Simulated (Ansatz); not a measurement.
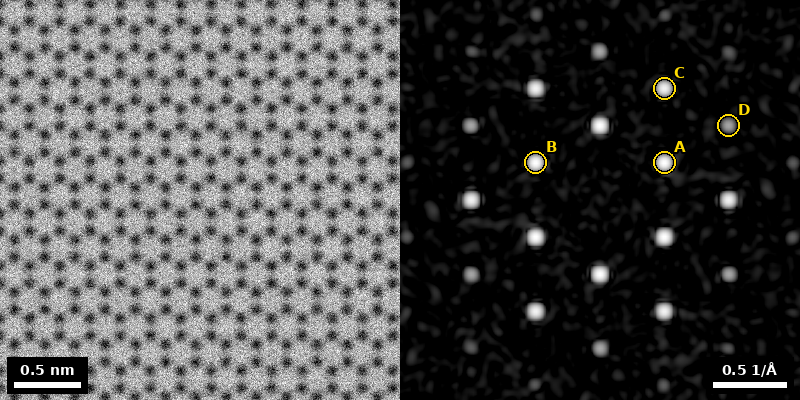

HRTEM-like image of Be (P6_3/mmc, No. 194) along [001]. Simulated in the weak-phase-object approximation with neutral-atom potentials: 300 kV, Cs = 10 µm, defocus −53 Å (negative is underfocus), defocus spread 15 Å, aperture 1.62 1/Å. Shot noise was added. Structure: coordinates from a relaxation at fixed volume with Ansatz, DFT r2SCAN, scalar-relativistic, plane waves, PAW.

The right panel is the modulus of the image's Fourier transform on a logarithmic scale.

a = 2.269 Å, b = 2.269 Å, c = 3.560 Å, α = 90.00°, β = 90.00°, γ = 120.00°

Index the marked spots and give their plane spacings (the zone axis points at the viewer; indices equivalent by symmetry, or all signs reversed, are as good).

A: (-1 1 0), d = 1.97 Å; B: (0 -1 0), d = 1.97 Å; C: (-2 1 0), d = 1.13 Å; D: (-2 2 0), d = 0.98 Å. A and B enclose 120°, and every spot obeys the zone law hu + kv + lw = 0 for [001].
